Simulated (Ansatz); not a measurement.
Geometry relaxation, with input and output: Mg (part 1 of 2)

The run: geometry relaxation of Mg (slab, 16 atoms in the cell). Method and program: DFT PBE+D3(BJ), scalar-relativistic, plane waves, PAW, no spin polarisation (Ansatz 0.2.0).

The structure derives from an entry of the Crystallography Open Database. The input holds or restrains some coordinates. Forces given for the steps count only the free coordinates. It belongs to a series of runs on one base structure; here: clean slab, lower planes held. Figures and captions count atoms from 1; the log counts them from 0 in places.

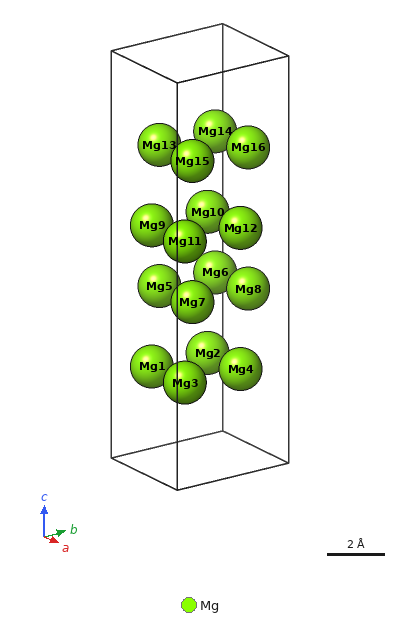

Fig. 1: The input geometry (spheres-only view of the cell of the calculation, with the vacuum cut short, seen slightly off an axis; atoms are numbered from 1 in the order of the input). An atom can appear more than once, as a periodic image.

## The input
```yaml
crystal:
  lattice:
    - [6.2975027379, 0.0, 0.0]
    - [-3.1487513689, 5.4537973514, 0.0]
    - [0.0, 0.0, 23.5818793496]
  atoms:
    - { symbol: Mg, position: [0.3333333333, 0.1666666667, 0.3392435302] }
    - { symbol: Mg, position: [0.3333333333, 0.6666666667, 0.3392435302] }
    - { symbol: Mg, position: [0.8333333333, 0.1666666667, 0.3392435302] }
    - { symbol: Mg, position: [0.8333333333, 0.6666666667, 0.3392435302] }
    - { symbol: Mg, position: [0.1666666667, 0.3333333333, 0.4464145101] }
    - { symbol: Mg, position: [0.1666666667, 0.8333333333, 0.4464145101] }
    - { symbol: Mg, position: [0.6666666667, 0.3333333333, 0.4464145101] }
    - { symbol: Mg, position: [0.6666666667, 0.8333333333, 0.4464145101] }
    - { symbol: Mg, position: [0.3333333333, 0.1666666667, 0.5535854899] }
    - { symbol: Mg, position: [0.3333333333, 0.6666666667, 0.5535854899] }
    - { symbol: Mg, position: [0.8333333333, 0.1666666667, 0.5535854899] }
    - { symbol: Mg, position: [0.8333333333, 0.6666666667, 0.5535854899] }
    - { symbol: Mg, position: [0.1666666667, 0.3333333333, 0.6607564698] }
    - { symbol: Mg, position: [0.1666666667, 0.8333333333, 0.6607564698] }
    - { symbol: Mg, position: [0.6666666667, 0.3333333333, 0.6607564698] }
    - { symbol: Mg, position: [0.6666666667, 0.8333333333, 0.6607564698] }
basis:
  ecutwfc: 420
kpoints:
  mp_grid: { grid: [4, 4, 1] }
hamiltonian:
  xc: pbe
  dispersion: d3bj
scf:
  occupations: { method: gaussian, width: 0.1 }
output:
  forces: true
  eigenvalues: true
  write_density: true
  write_potential: true
  elf: true
  volumetric_format: npy
relax:
  adjacent_minimum: "off"
  f_tol: 0.03
  max_steps: 70
  constraints: [{ sites: [0, 1, 2, 3, 4, 5, 6, 7] }]
efield:
  axis: 3
  dipole_correction: true
  ramp_width: 0.04
```

Launch command:
```bash
ansatz run input.yaml --threads 4 --pin off --max-ram 10240MiB --backend cpu --events-out ev --progress --plain --runs-dir out
```

## The program's output
```
Engine: ansatz 0.2.0, aarch64-unknown-linux-gnu
Pseudopotentials: kind: paw
Pseudopotential: Mg, paw, valence charge 10, recommended cutoff 420 eV (normal), Mg.paw.azcp
Functional definition: PBE
  parameter kappa = 0.804
  parameter beta = 0.06672455060314922
  exchange = pbe_x(kappa = kappa, mu = beta*pi^2/3)
  correlation = pbe_c(beta = beta)
Crystal: 16 atoms, lattice volume = 809.927 Å³
Basis set: ecut = 420 eV, 15931 PW (Γ), exchange–correlation on 90×90×320 points (8 copies of the dense FFT grid, shifted against one another)
Bands: 96, of which v1, the nominal top of the filled ones, is band 80 counted from 1 (79 counted from 0)
Symmetry: 24 space group operations
k-points: 4 of 16 (time reversal used)
Non-local potential: Mg, projectors of the file, l = 0: 3, l = 1: 2, l = 2: 1
PAW form: soft (Blöchl's): semilocal exchange-correlation on the pseudo side does not see the compensation charge
PAW one-centre angular grid: Mg, 110 points (default); XC on 64 Gauss nodes
Initial density: superposition of atomic densities (neutral atoms: chi_scale 0, normalization atom), corrected by the library's trained network
Initial wavefunctions: pseudopotential atomic-orbital guess
Functional: x = pbe(κ = 0.804, μ = 0.2195149727645171), c = pbe(β = 0.06672455060314922)
SCF iter   1: F=—  HF=-30782.218962 eV  |F-HF|=—  |Δ(HF+E_count)|=         —  Δρ=1.00e-3  dr2=1.23e-1  ethr=1.77e-3  p=0.000 e·Å  D=6.10e-14 V/Å  ΔV_dip=-0.00 eV  dr2_dipole=5.87e-11  V_vac-E_F(+/−)=4.03/4.03 eV  ⟨swp⟩=13.5  Hψ=1974  notcnv=0  defer=3
efield: sawtooth ramp at fractional position 0.9800 (placed from the atoms, in the widest stretch of the axis that holds none; the zero of the levels goes with the place), width 0.0400; the density the first Hamiltonian is built on has a dipole p = 0.000 e·Å; the dipole correction subtracts the counter field D = 6.10e-14 V/Å, which shifts the + side's vacuum level by -0.00 eV against the − side's; the planar-averaged density in the ramp window peaks in size at 2.7e-5 e/Å³
preconditioner: auto → LDOS  [metal: Δε(μ)=0.044 eV  Ē_g=4.608 eV  σ=0.100 eV  W_gap=0.25  n_scr=122 (ndim 8)  ℏωp=7.4 eV  f_vac=0.506  D(μ)=10.24/eV (n_scr^D=52)  β→1.0]
SCF iter   2: F=—  HF=-30782.207470 eV  |F-HF|=—  |Δ(HF+E_count)|=   1.15e-2  Δρ=3.81e-4  dr2=1.27e-2  ethr=7.70e-5  p=-0.000 e·Å  D=-1.43e-7 V/Å  ΔV_dip=0.00 eV  dr2_dipole=7.65e-11  V_vac-E_F(+/−)=3.92/3.92 eV  ⟨swp⟩=2.0  Hψ=472  notcnv=0  defer=7
SCF iter   3: F=—  HF=-30782.206416 eV  |F-HF|=—  |Δ(HF+E_count)|=   1.05e-3  Δρ=1.61e-4  dr2=1.33e-3  ethr=7.95e-6  p=-0.000 e·Å  D=-1.61e-7 V/Å  ΔV_dip=0.00 eV  dr2_dipole=1.25e-10  V_vac-E_F(+/−)=3.84/3.84 eV  ⟨swp⟩=2.0  Hψ=401  notcnv=0  defer=7
SCF iter   4: F=—  HF=-30782.206357 eV  |F-HF|=—  |Δ(HF+E_count)|=   5.91e-5  Δρ=5.70e-5  dr2=7.83e-5  ethr=8.30e-7  p=-0.000 e·Å  D=-2.41e-7 V/Å  ΔV_dip=0.00 eV  dr2_dipole=9.09e-12  V_vac-E_F(+/−)=3.82/3.82 eV  ⟨swp⟩=2.2  Hψ=475  notcnv=0  defer=7
iter 5 did not close the SCF: its close was put off for the readings that it lacked (scf_convergence_deferred on its scf_iter line)
SCF iter   5: F=-30782.206367 eV  HF=-30782.206366 eV  |F-HF|=1.20e-6  |Δ(HF+E_count)|=   8.41e-6  Δρ=1.56e-5  dr2=4.31e-6  ethr=4.89e-8  p=-0.000 e·Å  D=-1.39e-7 V/Å  ΔV_dip=0.00 eV  dr2_dipole=1.26e-11  V_vac-E_F(+/−)=3.81/3.81 eV  ⟨swp⟩=2.8  Hψ=645  notcnv=0  defer=7
SCF iter   6: F=-30782.206367 eV  HF=-30782.206368 eV  |F-HF|=3.72e-7  |Δ(HF+E_count)|=   1.89e-6  Δρ=4.41e-6  dr2=7.30e-7  ethr=2.69e-9  p=-0.000 e·Å  D=-5.37e-8 V/Å  ΔV_dip=0.00 eV  dr2_dipole=1.44e-12  V_vac-E_F(+/−)=3.81/3.81 eV  ⟨swp⟩=28.8  Hψ=3010  notcnv=0
SCF 1 converged in 6 iterations: F = -30782.206367 eV  dr2 = 7.30e-7
  greatest PAW one-centre occupation: 1.000 electrons in one spin orbital (limit 2), on the Mg atom at site 11 (counted from 0), in its partial waves of l = 0
relax step   1: F+E_penalty+E_count = -30782.20636725 eV  Δ(F+E_penalty+E_count) = +0.000e0 eV  max|allowed force component| = 5.115e-2 eV/Å  Δτ_max = 0.0000 Å  (6 SCF iters, dr2 threshold 2.25e-5 eV, accepted)
Initial density: handed on by an earlier stage of this run
Initial wavefunctions: those handed on with the density
iter 1 solved again at ethr=2.86e-6 eV; its pass at ethr=3.10e-3 eV (dr2=4.58e-3 eV) is discarded
SCF iter   1: F=—  HF=-30782.209097 eV  |F-HF|=—  |Δ(HF+E_count)|=         —  Δρ=2.06e-4  dr2=3.86e-3  ethr=2.86e-6  p=-0.000 e·Å  D=-2.87e-8 V/Å  ΔV_dip=0.00 eV  dr2_dipole=5.74e-4  V_vac-E_F(+/−)=3.81/3.81 eV  ⟨swp⟩=3.0  Hψ=1017  notcnv=0  defer=40
efield: sawtooth ramp at fractional position 0.9800 (handed on by an earlier solve), width 0.0400; the density the first Hamiltonian is built on has a dipole p = -0.000 e·Å; the dipole correction subtracts the counter field D = -2.87e-8 V/Å, which shifts the + side's vacuum level by +0.00 eV against the − side's; the planar-averaged density in the ramp window peaks in size at 8.1e-7 e/Å³
preconditioner: auto → LDOS  [metal: Δε(μ)=0.020 eV  Ē_g=4.584 eV  σ=0.100 eV  W_gap=0.11  n_scr=122 (ndim 8)  ℏωp=7.4 eV  f_vac=0.506  D(μ)=12.01/eV (n_scr^D=66)  β→1.0]
SCF iter   2: F=—  HF=-30782.208658 eV  |F-HF|=—  |Δ(HF+E_count)|=   4.39e-4  Δρ=1.19e-4  dr2=6.22e-4  ethr=2.41e-6  p=-0.000 e·Å  D=-7.58e-5 V/Å  ΔV_dip=0.00 eV  dr2_dipole=8.27e-5  V_vac-E_F(+/−)=3.81/3.81 eV  ⟨swp⟩=2.0  Hψ=403  notcnv=0  defer=40
SCF iter   3: F=—  HF=-30782.208633 eV  |F-HF|=—  |Δ(HF+E_count)|=   2.56e-5  Δρ=2.82e-5  dr2=1.07e-4  ethr=3.89e-7  p=-0.000 e·Å  D=-1.63e-5 V/Å  ΔV_dip=0.00 eV  dr2_dipole=3.91e-5  V_vac-E_F(+/−)=3.81/3.81 eV  ⟨swp⟩=2.0  Hψ=403  notcnv=0  defer=40
SCF iter   4: F=—  HF=-30782.208609 eV  |F-HF|=—  |Δ(HF+E_count)|=   2.36e-5  Δρ=9.85e-6  dr2=1.97e-5  ethr=6.67e-8  p=0.000 e·Å  D=2.21e-5 V/Å  ΔV_dip=-0.00 eV  dr2_dipole=7.32e-6  V_vac-E_F(+/−)=3.81/3.81 eV  ⟨swp⟩=2.0  Hψ=376  notcnv=0  defer=40
SCF iter   5: F=—  HF=-30782.208339 eV  |F-HF|=—  |Δ(HF+E_count)|=   2.70e-4  Δρ=2.09e-6  dr2=7.24e-7  ethr=1.23e-8  p=0.000 e·Å  D=3.73e-5 V/Å  ΔV_dip=-0.00 eV  dr2_dipole=4.65e-7  V_vac-E_F(+/−)=3.81/3.81 eV  ⟨swp⟩=2.0  Hψ=392  notcnv=0  defer=40
SCF iter   6: F=-30782.208339 eV  HF=-30782.208339 eV  |F-HF|=4.09e-8  |Δ(HF+E_count)|=   2.88e-8  Δρ=5.93e-7  dr2=2.66e-8  ethr=6.25e-11  p=0.000 e·Å  D=4.94e-5 V/Å  ΔV_dip=-0.00 eV  dr2_dipole=1.99e-8  V_vac-E_F(+/−)=3.81/3.81 eV  ⟨swp⟩=23.0  Hψ=2593  notcnv=0
SCF 2 converged in 6 iterations: F = -30782.208339 eV  dr2 = 2.66e-8
  greatest PAW one-centre occupation: 1.000 electrons in one spin orbital (limit 2), on the Mg atom at site 7 (counted from 0), in its partial waves of l = 0
relax step   2: F+E_penalty+E_count = -30782.20833932 eV  Δ(F+E_penalty+E_count) = -1.972e-3 eV  max|allowed force component| = 9.540e-3 eV/Å  Δτ_max = 0.0114 Å  (6 SCF iters, accepted)
```

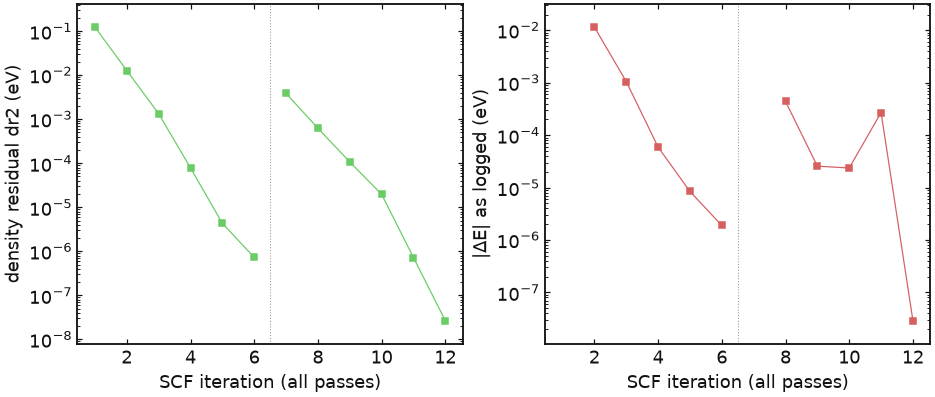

Fig. 2: Convergence of the self-consistent field: density residual dr2 and size of the energy change against the SCF iteration. The dotted lines part the SCF passes of the relaxation: geometry steps, rejected trials and re-solves on a re-selected basis. The passes take 6 and 6 iterations.

```
WARN: The output density's exchange-correlation potential varies sharply where the density is thin. Do not read a vacuum level from v_tot or v_xc, or from such a field of the output density. On a cell that repeats whose density bears no net charge and no dipole along the vacuum's axis use v_es (v_loc + v_h of the components); under efield.dipole_correction with no amplitude use v_es + v_field, which holds any external_charges[].barrier, or the levels of the report's work_function block, which leave it out; under a non-zero efield.amplitude the vacuum is tilted and has no level; on a cell that repeats and bears such a dipole with no correction it is tilted too, and efield.dipole_correction with no amplitude gives each side of its ramp a level where efield: is served; in a cell that repeats whose density bears a net charge (total_charge, or a fill off its count) it is curved and has none; of a slab under crystal.periodic whose density bears no net charge use v_es, which has a level on each side, short of where the two are joined; of another it falls or rises all the way out and has none; of a slab beside external_charges read slab_vacuum_level instead, which it has where they leave it neutral. The grid or the basis barely resolves most such structure, and the values can differ between equally converged runs; as a rule a tighter scf.convergence.dr2_threshold does not remove it. Where the density itself ripples (under the LDA too) a higher basis.ecutwfc lessens it. The files hold the spikes' plane waves up to the density's cutoff. Files: v_tot_of_output_density and the like, and their columns of v_z.tsv (output.write_potential); v_xc_of_output_density and the like, and their columns of v_comp_z.tsv (output.write_potential_components). Measured: with its Gaussian average of σ = 0.25 Å subtracted twice, the exchange-correlation potential is over 0.1 eV at 5756 of the grid points where the equally averaged density (valence and model cores) is under 1e-3 e/Å³, and 0.947 eV at the most among them, at an averaged density of 5.6e-8 e/Å³. The input density's (outcome.potential() and, of a run that writes arrays, v_tot and v_xc) is over 0.1 eV, so measured, at 9 points of its own thin density, 0.104 eV at the most. See output.write_potential in the manual, Limitations
SCF converged after 6 iterations
Free energy (F): -30782.208339 eV
Harris-Foulkes:  -30782.208339 eV  (|F-HF|=4.09e-8)
Internal energy: -30782.149244 eV  (E = F + TS)
E sigma→0 (E₀):  -30782.178792 eV
Entropy (-TS):   -0.059095 eV (-3.693 meV/atom)
Fermi energy:    0.428746 eV
Dipole field:    D = 0.000144 V/Å  (p = 0.000643 e·Å, saw-weighted, corrected)
Work function:   Φ+ = 3.8102 eV   Φ− = 3.8136 eV
Levels:          The Fermi level and band energies are counted from a zero that moves with the ramp; work functions are not
--- Per-component energies (eV) ---
  E_band       = -6519.042034
  E_kinetic    = 1196.729515
  E_local      = -115227.288421  (includes V_loc(G=0)·N_el)
  E_nonlocal   = 1532.162951
  E_hartree    = 53507.231415
  E_xc         = -452.733234
  E_vxc        = -583.921657  (∫ρ·V_xc dr)
  E_paw        = -4679.880012  (= ΣΔE_a)
  E_vpaw       = -451.208488  (= ΣTr[D̂ρ^β])
  E_aug_tail   = -0.000048  (compensation charges beyond the density's cutoff)
  E_efield     = 0.000000  (sawtooth field / dipole correction)
  E_vefield    = 0.000021  (∫n·V_field dr)
  E_ewald      = 33345.360704
  E_disp       = -3.732115  (pairwise vdW)
  E_smearing   = -0.059095  (= −TS)
  E_closure    = -0.000000  (closes the sum)
  Σ components = -30782.208339   (vs F -30782.208339, Δ=0.00e0)
--- Forces (eV/Å), atoms counted from 1 ---
  atom   1  Mg     0.00000000     0.00000000    -0.03855148
  atom   2  Mg     0.00000000     0.00000000    -0.03855148
  atom   3  Mg     0.00000000     0.00000000    -0.03855148
  atom   4  Mg     0.00000000     0.00000000    -0.03855148
  atom   5  Mg    -0.00000000    -0.00000000     0.03401072
  atom   6  Mg    -0.00000000    -0.00000000     0.03401072
  atom   7  Mg     0.00000000    -0.00000000     0.03401072
  atom   8  Mg     0.00000000    -0.00000000     0.03401072
  atom   9  Mg    -0.00000000     0.00000000    -0.00500099
  atom  10  Mg    -0.00000000     0.00000000    -0.00500099
  atom  11  Mg    -0.00000000     0.00000000    -0.00500099
  atom  12  Mg    -0.00000000    -0.00000000    -0.00500099
  atom  13  Mg     0.00000000    -0.00000000     0.00954011
  atom  14  Mg     0.00000000    -0.00000000     0.00954011
  atom  15  Mg     0.00000000    -0.00000000     0.00954011
  atom  16  Mg    -0.00000000    -0.00000000     0.00954011
  max |Σ_I F_I| component: 6.55e-6 eV/Å
--- Band table (eV) ---
```
